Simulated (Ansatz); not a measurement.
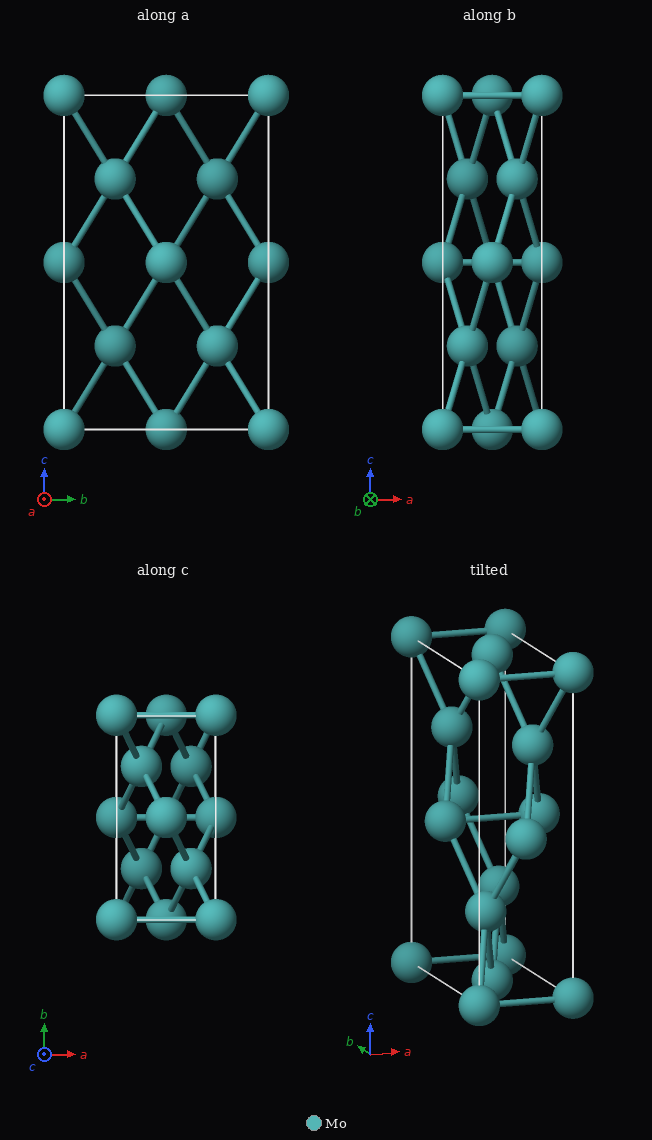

Ball-and-stick model, viewed along the a axis, along the b axis, along the c axis and slightly off an axis. Lines trace the edges of the conventional unit cell.

Lattice parameters: a = 2.5302 Å, b = 5.2058 Å, c = 8.5060 Å, α = 90.000°, β = 90.000°, γ = 90.000°.

**Convert the drawing into a CIF with its space group and independent sites.**

```cif
data_structure
_symmetry_space_group_name_H-M 'F d d d :1'
_symmetry_Int_Tables_number 70
_cell_length_a 2.5302
_cell_length_b 5.2058
_cell_length_c 8.5060
_cell_angle_alpha 90.000
_cell_angle_beta 90.000
_cell_angle_gamma 90.000
_cell_volume 112.04
loop_
_atom_site_label
_atom_site_type_symbol
_atom_site_symmetry_multiplicity
_atom_site_Wyckoff_symbol
_atom_site_fract_x
_atom_site_fract_y
_atom_site_fract_z
_atom_site_occupancy
Mo1 Mo 8 a 0.2500 0.7500 0.7500 1
```

The starting point was a structure type filled with this element by a generator (whether the element takes this form wasn't checked). Earlier steps of the study may have refined or changed the cell and positions. A calculation with Ansatz used it as input.

At this level of theory the cell isn't at rest (compressed, at 42 GPa), so its distances can differ from those at equilibrium, the more so the softer the solid.
